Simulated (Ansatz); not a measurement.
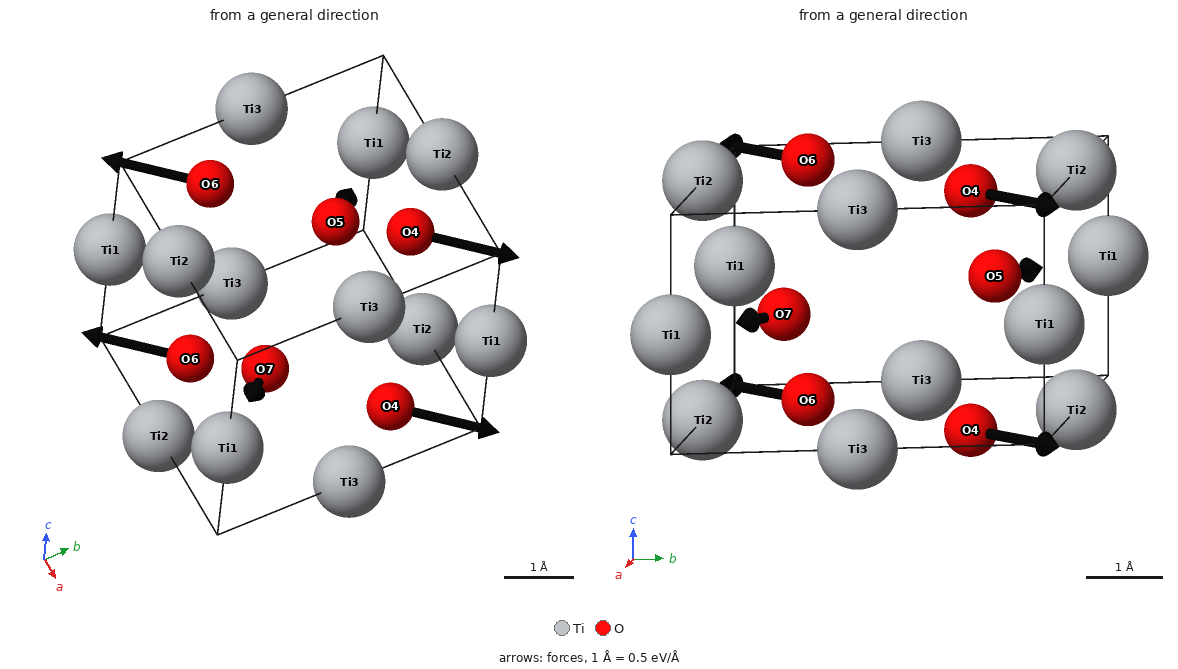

A spheres-only rendering, viewed from two general directions. The wireframe shows the simulation cell. The arrows are the computed forces on the atoms.

System: Ti$_{3}$O$_{4}$. Method used: DFT PBEsol, scalar-relativistic, plane waves, PAW in Ansatz 0.2.0. It ran with plane-wave cutoff 420 eV, an 8×8×14 grid in reciprocal space, Gaussian smearing of 0.15 eV, no spin polarisation.

> Do the forces show a relaxed structure?

No. The atoms still feel forces of up to about 0.67 eV/Å, far above a usual threshold of 0.01 to 0.03 eV/Å.

> Which atom carries the strongest force?

O4 and O6, about 0.67 eV/Å.

The structure was taken from a structure listed in the Materials Project. The cell was then strained or its atoms displaced on purpose. An electronic-structure calculation with Ansatz was run on it.
